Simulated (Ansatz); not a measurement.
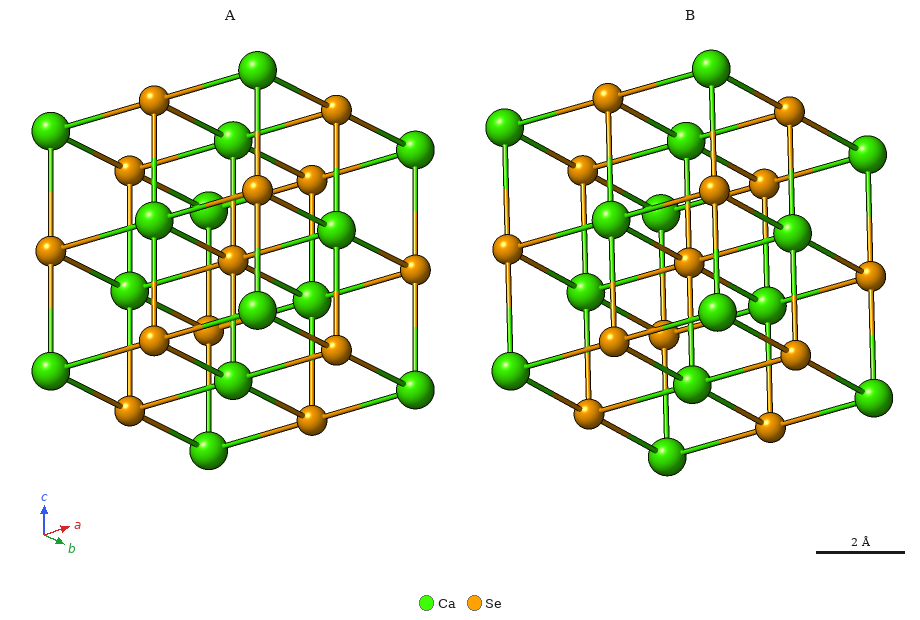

Two geometries of a crystal of CaSe (built on the rocksalt type) at its r2SCAN-relaxed geometry: one is the relaxed structure, the other was perturbed away from it. The picture is a ball-and-stick view of the conventional cell (4 times the calculation's cell), seen from a free direction. Lengths and directions refer to the drawn axes.

Theory: DFT, r2SCAN, plane waves, PAW in Ansatz 0.2.0. Set-up: plane-wave cutoff 500 eV; k-point mesh 8 × 8 × 8; occupations fixed; no spin polarisation.

Question: Which is the distorted one, and what does the distortion cost?

Answer: Structure B is the perturbed one. The cell is strained by −2.1 % along [1 1 1] and +3.0 % across it (volume +3.8 %). The atoms and the free axis were relaxed with r2SCAN under that strain, and this is a single point on that geometry. The energy rises by 14.1 meV per atom. Pressure: 0.0 GPa before, −1.8 GPa after. The principal stresses (compression positive) are 0.0 GPa along [1 1 1] and −2.8 GPa across it. All forces vanish by symmetry. Near-neighbour distances before and after: Ca–Se 2.968 → 3.007 Å. The space group (tolerance 0.01 Å) goes from Fm-3m (No. 225) to R-3m (No. 166).
